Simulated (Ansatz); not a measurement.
# Geometry relaxation, with input and output: AlCu3 (part 2 of 2)

AlCu3 (8 atoms in the cell); DFT PBEsol, scalar-relativistic, plane waves, PAW, no spin polarisation (Ansatz 0.2.0); cutoff 420 eV, 12×12×8 k-mesh, Gaussian smearing of 0.1 eV. The structure derives from a Materials Project entry.

Geometry of the input (Å; fractional positions):
```
5.1379  0.0000  0.0000
-2.5690  4.4496  0.0000
0.0000  0.0000  4.2061
Al 0.6667  0.3333  0.2500
Al 0.3333  0.6667  0.7500
Cu 0.3311  0.1655  0.7500
Cu 0.8345  0.1655  0.7500
Cu 0.8345  0.6689  0.7500
Cu 0.6689  0.8345  0.2500
Cu 0.1655  0.8345  0.2500
Cu 0.1655  0.3311  0.2500
```

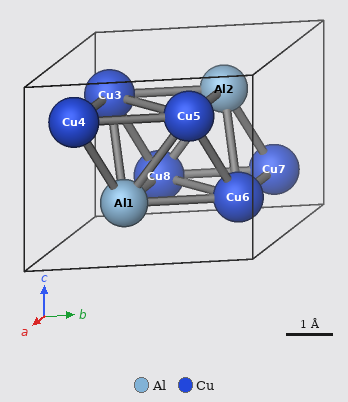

The geometry at step 3 of the log (ball-and-stick view of the cell of the calculation, seen slightly off an axis; atoms are numbered from 1 in the order of the input).

**Output, continued**
```
--- Per-component energies (eV) ---
  E_band       = -2302.581681
  E_kinetic    = 1853.005264
  E_local      = -27929.869946  (includes V_loc(G=0)·N_el)
  E_nonlocal   = 2358.796060
  E_hartree    = 12430.372575
  E_xc         = -618.576268
  E_vxc        = -758.096315  (∫ρ·V_xc dr)
  E_paw        = -10658.347283  (= ΣΔE_a)
  E_vpaw       = -2687.163795  (= ΣTr[D̂ρ^β])
  E_aug_tail   = 0.001531  (compensation charges beyond the density's cutoff)
  E_ewald      = -18019.982107
  E_core_change = 1.275491  (= ΣΔE_core)
  E_smearing   = -0.015909  (= −TS)
  E_closure    = 0.000000  (closes the sum)
  Σ components = -40583.340591   (vs F -40583.340591, Δ=0.00e0)
--- Forces (eV/Å), atoms counted from 1 ---
  atom   1  Al     0.00000000     0.00000000     0.00000000
  atom   2  Al    -0.00000000     0.00000000     0.00000000
  atom   3  Cu    -0.00096937    -0.00055967     0.00000000
  atom   4  Cu     0.00096937    -0.00055967     0.00000000
  atom   5  Cu    -0.00000000     0.00111933     0.00000000
  atom   6  Cu     0.00096937     0.00055967     0.00000000
  atom   7  Cu    -0.00096937     0.00055967     0.00000000
  atom   8  Cu     0.00000000    -0.00111933     0.00000000
  max |Σ_I F_I| component: 4.77e-18 eV/Å
--- Stress (GPa, compression-positive) ---
        0.019211       0.000000       0.000000
        0.000000       0.019211       0.000000
        0.000000       0.000000       0.021868
  P = ⅓ Tr σ = 0.0201 GPa (0.201 kbar)
--- Band table (eV; the first three rows and the last of 95) ---
  k-point 0: bands = ["-97.4176", "-97.4089", "-97.4089", "-97.4083", "-97.4042", "-97.4042", "-54.9759", "-54.9759", "-54.9740", "-54.9660", "-54.9660", "-54.9547", "-54.9485", "-54.9485", "-54.9388", "-54.9293", "-54.9233", "-54.9127", "-54.9127", "-54.9011", "-54.8677", "-54.8677", "-54.8640", "-54.8640", "4.6694", "9.1149", "10.2358", "10.2358", "10.3345", "10.4211", "10.4592", "10.7391", "10.7391", "11.0934", "11.0934", "11.1272", "11.1272", "11.7355", "11.7487", "11.7592", "11.8726", "11.8726", "12.0197", "12.0197", "12.4548", "12.4548", "12.5425", "12.5425", "12.7262", "12.7262", "12.7543", "12.7543", "12.8664", "13.2247", "13.2595", "13.3233", "13.6177", "14.1396", "14.1396", "14.6727", "15.3999", "15.3999", "17.0677", "20.2337", "21.1313", "21.1313", "21.2513", "21.2513", "22.2856", "22.6252", "22.6252", "23.4738"]
  k-point 1: bands = ["-97.4172", "-97.4087", "-97.4087", "-97.4087", "-97.4044", "-97.4044", "-54.9779", "-54.9779", "-54.9719", "-54.9678", "-54.9678", "-54.9537", "-54.9447", "-54.9447", "-54.9391", "-54.9303", "-54.9232", "-54.9127", "-54.9127", "-54.9031", "-54.8676", "-54.8676", "-54.8642", "-54.8642", "4.8073", "9.0292", "10.1842", "10.2703", "10.2703", "10.3833", "10.5374", "10.7415", "10.7415", "11.0560", "11.0560", "11.1453", "11.1453", "11.4361", "11.8070", "12.0204", "12.0204", "12.0762", "12.0762", "12.1129", "12.3771", "12.4397", "12.4397", "12.4890", "12.4890", "12.7532", "12.7532", "12.7853", "12.7853", "13.1721", "13.2473", "13.3202", "13.6549", "14.0601", "14.0601", "14.7276", "15.3488", "15.3488", "17.9512", "19.6650", "20.1265", "20.1265", "20.4079", "20.4079", "21.3560", "23.7917", "23.7917", "24.3114"]
  k-point 2: bands = ["-97.4162", "-97.4097", "-97.4082", "-97.4082", "-97.4049", "-97.4049", "-54.9811", "-54.9811", "-54.9721", "-54.9721", "-54.9660", "-54.9510", "-54.9402", "-54.9366", "-54.9366", "-54.9331", "-54.9230", "-54.9132", "-54.9132", "-54.9082", "-54.8672", "-54.8672", "-54.8646", "-54.8646", "5.2164", "8.6382", "9.8336", "10.1823", "10.3482", "10.3482", "10.6919", "10.6919", "10.8342", "11.0403", "11.0403", "11.2748", "11.2748", "11.2877", "11.8027", "11.9460", "12.0631", "12.0631", "12.3242", "12.3790", "12.3790", "12.3988", "12.3988", "12.4925", "12.4925", "12.7580", "12.7580", "12.9464", "12.9464", "12.9878", "13.2534", "13.3114", "13.8159", "13.8159", "13.8443", "14.7567", "15.1615", "15.1615", "18.7746", "18.9372", "18.9372", "19.2155", "19.2155", "19.7049", "20.2252", "25.3622", "25.3622", "26.0084"]
  k-point 94: bands = ["-97.4101", "-97.4101", "-97.4094", "-97.4094", "-97.4065", "-97.4065", "-54.9785", "-54.9785", "-54.9704", "-54.9704", "-54.9551", "-54.9551", "-54.9397", "-54.9397", "-54.9235", "-54.9235", "-54.9182", "-54.9182", "-54.8961", "-54.8961", "-54.8955", "-54.8955", "-54.8687", "-54.8687", "8.4776", "8.4776", "8.8685", "8.8685", "9.4959", "9.4959", "10.8917", "10.8917", "11.2087", "11.2087", "11.2996", "11.2996", "11.3247", "11.3247", "11.4531", "11.4531", "11.7758", "11.7758", "12.0353", "12.0353", "12.0722", "12.0722", "12.3852", "12.3852", "12.4387", "12.4387", "12.7711", "12.7711", "12.8578", "12.8578", "13.0458", "13.0458", "13.1370", "13.1370", "13.3751", "13.3751", "17.3132", "17.3132", "18.6601", "18.6601", "19.9511", "19.9511", "24.2260", "24.2260", "24.6244", "24.6244", "25.2010", "25.2010"]
--- Relaxed structure (3 steps of the walk, 3 accepted, 1 SCFs on fresh bases) ---
  F+E_penalty+E_count = -40583.34059051 eV   max|allowed force component| = 1.119e-3 eV/Å   (the final SCF, on the basis selected at the relaxed cell)
  cell:  # Å, volume = 95.6371 Å³
    - [5.140727049029545, 0.0, 0.0]
    - [-2.5703635245147725, 4.452000218381398, 0.0]
    - [0.0, 0.0, 4.178753221272513]
  atoms:
    - { symbol: Al, position: [0.6666666666666665, 0.33333333333333326, 0.25] }
    - { symbol: Al, position: [0.33333333333333326, 0.6666666666666665, 0.75] }
    - { symbol: Cu, position: [0.3306224907651706, 0.16531124538258524, 0.75] }
    - { symbol: Cu, position: [0.8346887546174147, 0.16531124538258524, 0.75] }
    - { symbol: Cu, position: [0.8346887546174147, 0.6693775092348294, 0.75] }
    - { symbol: Cu, position: [0.6693775092348295, 0.8346887546174148, 0.25] }
    - { symbol: Cu, position: [0.1653112453825853, 0.8346887546174148, 0.25] }
    - { symbol: Cu, position: [0.1653112453825852, 0.33062249076517053, 0.25] }
```

**Trajectory as extended XYZ (Å, eV, eV/Å), 4 frames, from step=1 to step=4**
```
8
Lattice="5.1379 0.0000 0.0000 -2.5690 4.4496 0.0000 0.0000 0.0000 4.2061" Properties=species:S:1:pos:R:3:forces:R:3 step=1 energy=-40583.33737 pressure_GPa=-0.80
Al    2.5690    1.4832    1.0515    0.0000   0.0000   0.0000
Al    0.0000    2.9664    3.1546    0.0000   0.0000   0.0000
Cu    1.2757    0.7365    3.1546   -0.0194  -0.0112   0.0000
Cu    3.8622    0.7365    3.1546    0.0194  -0.0112   0.0000
Cu    2.5690    2.9765    3.1546    0.0000   0.0224   0.0000
Cu    1.2932    3.7130    1.0515    0.0194   0.0112   0.0000
Cu   -1.2932    3.7130    1.0515   -0.0194   0.0112   0.0000
Cu    0.0000    1.4731    1.0515    0.0000  -0.0224   0.0000
8
Lattice="5.1376 0.0000 0.0000 -2.5688 4.4493 0.0000 0.0000 0.0000 4.1937" Properties=species:S:1:pos:R:3:forces:R:3 step=2 energy=-40583.33984 pressure_GPa=-0.34
Al    2.5688    1.4831    1.0484    0.0000   0.0000   0.0000
Al    0.0000    2.9662    3.1452    0.0000   0.0000   0.0000
Cu    1.2751    0.7362    3.1452   -0.0135  -0.0078   0.0000
Cu    3.8625    0.7362    3.1452    0.0135  -0.0078   0.0000
Cu    2.5688    2.9769    3.1452    0.0000   0.0156   0.0000
Cu    1.2937    3.7131    1.0484    0.0135   0.0078   0.0000
Cu   -1.2937    3.7131    1.0484   -0.0135   0.0078   0.0000
Cu    0.0000    1.4724    1.0484    0.0000  -0.0156   0.0000
8
Lattice="5.1407 0.0000 0.0000 -2.5704 4.4520 0.0000 0.0000 0.0000 4.1788" Properties=species:S:1:pos:R:3:forces:R:3 step=3 energy=-40583.34089 pressure_GPa=0.02
Al    2.5704    1.4840    1.0447    0.0000   0.0000   0.0000
Al    0.0000    2.9680    3.1341    0.0000   0.0000   0.0000
Cu    1.2747    0.7360    3.1341   -0.0010  -0.0006   0.0000
Cu    3.8660    0.7360    3.1341    0.0010  -0.0006   0.0000
Cu    2.5704    2.9801    3.1341    0.0000   0.0011   0.0000
Cu    1.2956    3.7160    1.0447    0.0010   0.0006   0.0000
Cu   -1.2956    3.7160    1.0447   -0.0010   0.0006   0.0000
Cu    0.0000    1.4719    1.0447    0.0000  -0.0011   0.0000
8
Lattice="5.1407 0.0000 0.0000 -2.5704 4.4520 0.0000 0.0000 0.0000 4.1788" Properties=species:S:1:pos:R:3:forces:R:3 step=4 energy=-40583.34059 pressure_GPa=0.02
Al    2.5704    1.4840    1.0447    0.0000   0.0000   0.0000
Al    0.0000    2.9680    3.1341    0.0000   0.0000   0.0000
Cu    1.2747    0.7360    3.1341   -0.0010  -0.0006   0.0000
Cu    3.8660    0.7360    3.1341    0.0010  -0.0006   0.0000
Cu    2.5704    2.9801    3.1341    0.0000   0.0011   0.0000
Cu    1.2956    3.7160    1.0447    0.0010   0.0006   0.0000
Cu   -1.2956    3.7160    1.0447   -0.0010   0.0006   0.0000
Cu    0.0000    1.4719    1.0447    0.0000  -0.0011   0.0000
```

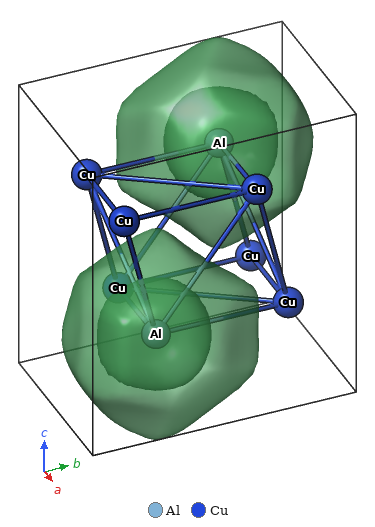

Isosurface of the ELF at 0.4 (green), seen slightly off an axis. Only the valence region is drawn (cores and ρ < 0.01 e/Å³ removed). Sticks mark near contacts. The outline is the cell set on symmetry axes. Along the contacts the grid gives the following. Cu–Cu (2.55 Å): the ELF is about 0.25 at the midpoint; no localised pair between them. The fields are those of the smooth PAW valence density.

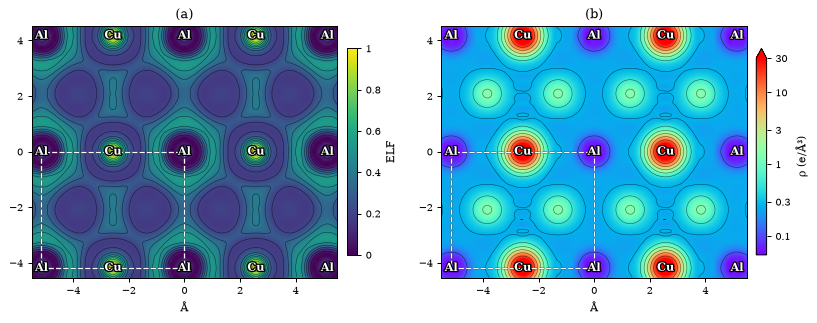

(a) electron localisation function; (b) valence electron density on the (010) plane of the conventional cell. Atoms in the plane: Al and Cu. Away from the nuclei the density in this plane falls to 0.21 e/Å³ at its lowest. The strong features right at Cu lie inside the PAW spheres (semicore, d or f shells) and say nothing about bonding.

**Results in brief**

```json
{"quantity": "outcome", "value": "converged"}
{"quantity": "space group (tolerance 0.01 Å)", "value": "P6₃/mmc (194)"}
{"quantity": "electrons treated", "value": "120"}
{"quantity": "free energy", "value": "−40583.3406 eV"}
{"quantity": "Fermi energy", "value": "15.462 eV"}
{"quantity": "gap on the k-point mesh", "value": "none (metallic)"}
{"quantity": "pressure", "value": "0.02 GPa"}
{"quantity": "final volume", "value": "95.64 Å³"}
{"quantity": "largest force (length of the vector) at the end", "value": "0.001 eV/Å"}
{"quantity": "final cell", "value": "a = 5.141 Å, b = 5.141 Å, c = 4.179 Å, α = 90.00°, β = 90.00°, γ = 120.00°"}
{"quantity": "hardware", "value": "2 threads of Intel Xeon (Granite Rapids), 32 GiB of memory available, shared host"}
{"quantity": "wall time", "value": "43 s (CPU time 84 s)"}
{"quantity": "peak memory", "value": "0.8 GiB"}
```
